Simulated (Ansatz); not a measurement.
## Sn: an electron-density study

Space group I4/mmm. This isn't the usual form at ambient conditions.

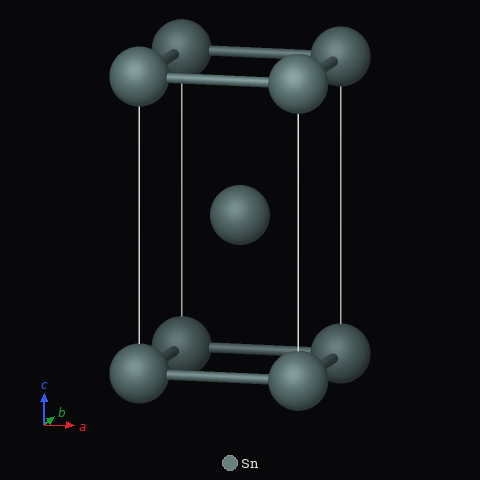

The conventional cell.

The calculation's input:

```
crystal:
  lattice:
    - [3.1815, 0.0, 0.0]
    - [0.0, 3.1815, 0.0]
    - [-1.59075, -1.59075, 2.91565]
  atoms:
    - { symbol: Sn, position: [0.0, 0.0, 0.0] }
basis:
  ecutwfc: 500
  fft_grid_basis: typed
kpoints:
  mp_grid: { grid: [12, 12, 12] }
hamiltonian:
  xc: pbe
  pseudopotentials: { kind: paw }
scf:
  occupations: { method: gaussian, width: 0.05 }
output:
  forces: true
  stress: true
  eigenvalues: true
  bader: true
  write_density: true
  volumetric_format: npy
  elf: true
```

Run with:

```sh
ansatz run input.yaml --threads 1 --pin off --max-ram 2560MiB --backend cpu --events-out ev --progress --plain --runs-dir out
```

The picture shows the conventional cell (a = 3.18 Å, b = 3.18 Å, c = 5.83 Å, α = 90.00°, β = 90.00°, γ = 90.00°).

Theory: DFT PBE, scalar-relativistic, plane waves, PAW in Ansatz.

Core electrons are frozen (PAW), so the maps are meaningful between the atoms, not at the nuclei.

Part 1: Bonding charge

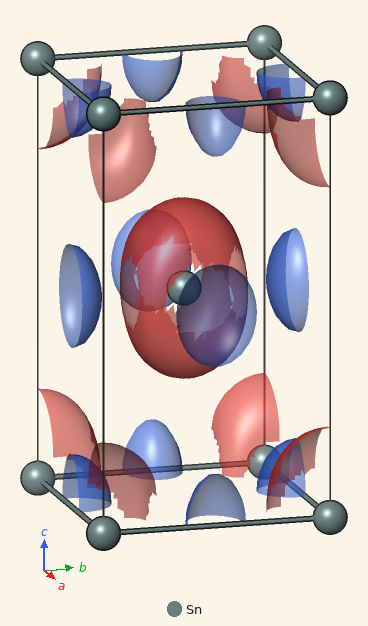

Bonding charge density, ρ(crystal) − Σ ρ(neutral atoms): blue surfaces at +0.015 and red ones at −0.015 e/Å³, in the conventional cell seen slightly off an axis (the regions close to the nuclei are left out). Cores are masked to 0.9 Å (Sn).

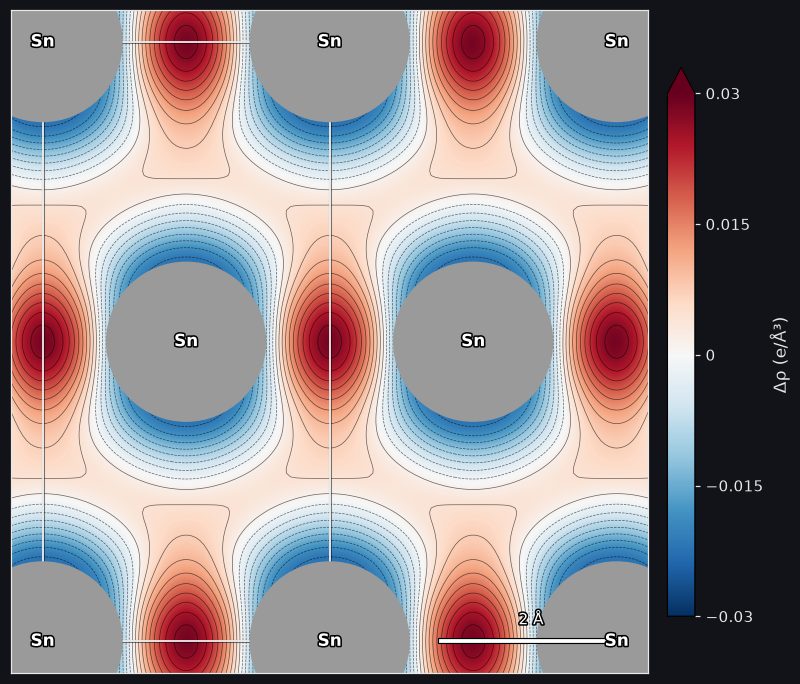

Second picture: a map on the (101) plane of the conventional cell, with grey discs over the atomic cores.

> Read the map: where is density gained and where lost?

Sn–Sn (3.18 Å): Δρ is +0.03 e/Å³ at the midpoint.
Over the whole cell, outside the masked cores, the largest gain, 0.03 e/Å³, lies 1.6 Å from a tin nucleus, and the largest loss lies at the edge of the masked core of Sn.
The rearranged charge, half the integral of |Δρ|, is about 0.11 e an atom.

Part 2: States by energy

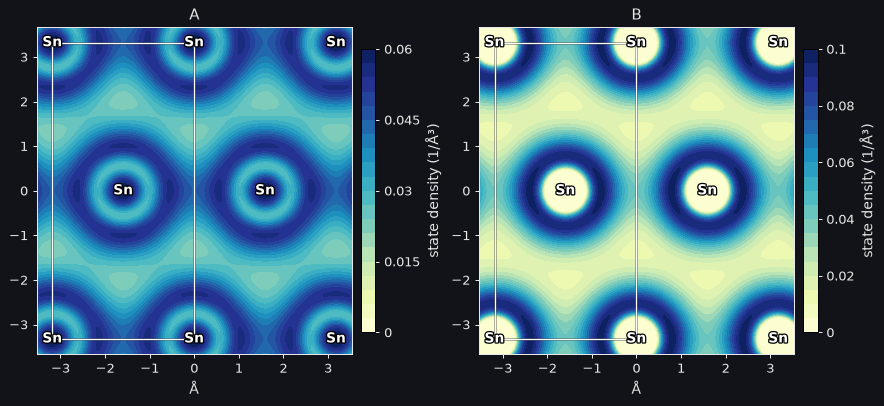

Sn: densities of the states in two energy windows, on the (101̄) plane of the conventional cell.

> Match the panels to the energy ranges (zero at the Fermi level): −7.1 to −3.5 eV and 0.0 to +1.2 eV.

Panel A: 0.0 to +1.2 eV, the empty states just over the Fermi level, mainly Sn 5p (90 %) and Sn 5s (10 %).
Panel B: −7.1 to −3.5 eV, the middle third of the occupied valence band, mainly Sn 5s (70 %) and Sn 5p (30 %).
The characters are Löwdin shares on a minimal set of atomic orbitals. At the bottom of an sp band the diffuse p orbitals of such a set take a share of s-like charge between the atoms, so the p share there is overstated.

Part 3: Another level of theory

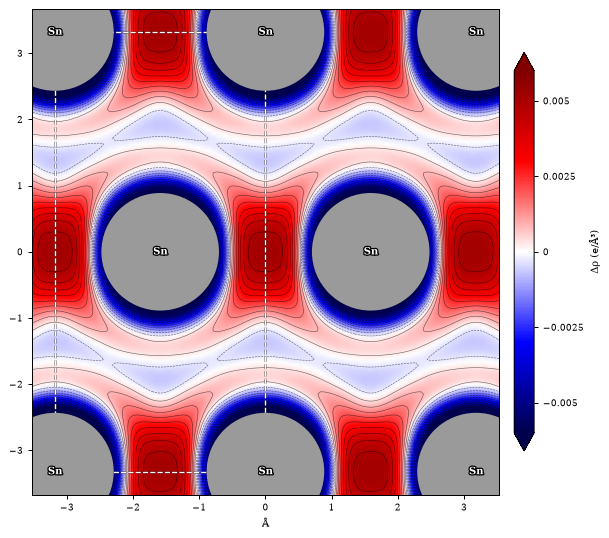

Sn: difference of two self-consistent densities at the same geometry, ρ(r2SCAN) − ρ(PBE), on the (101̄) plane of the conventional cell. Grey discs cover the cores, where the PAW densities can't be compared. Cores are masked to 0.9 Å (Sn).

Both runs: Ansatz, scalar-relativistic, plane waves and PAW, same cutoff, k-points and PAW files (made with PBE).

> What differs between the two levels of theory?

Against PBE, and outside the masked cores, the largest gain, 0.005 e/Å³, lies 1.6 Å from a tin nucleus, and the largest loss lies at the edge of the masked core of Sn.
At this volume the pressure is −2 GPa with PBE and −3 GPa with r2SCAN.

Part 4: Change of volume

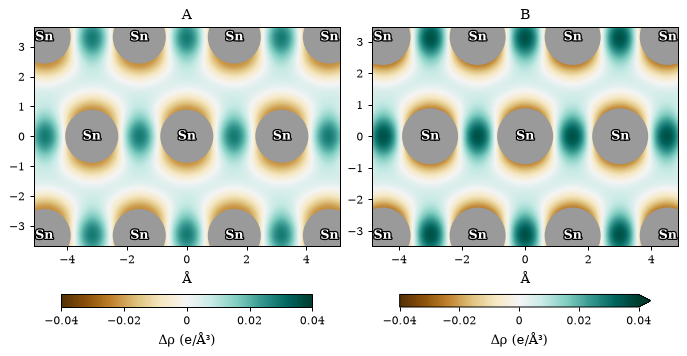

Sn: deformation density on the (101̄) plane of the conventional cell at two volumes, with the same fractional coordinates and one colour scale. Grey discs cover the cores.

> How do the two volumes compare, and how does the bonding charge respond?

A is the larger cell: B has 85 % of the volume of A. From A to B, Sn–Sn goes from 3.18 to 3.01 Å, and Δρ at its midpoint from +0.03 to +0.04 e/Å³. The pressure is −1.8 GPa in A and 7.7 GPa in B. The rearranged charge is 0.11 e an atom in A and 0.11 e in B.

Part 5: Putting it together

The two pressures give a mean stiffness −ΔP/Δln V of about 58 GPa over this range, with the atoms held at their fractional positions.
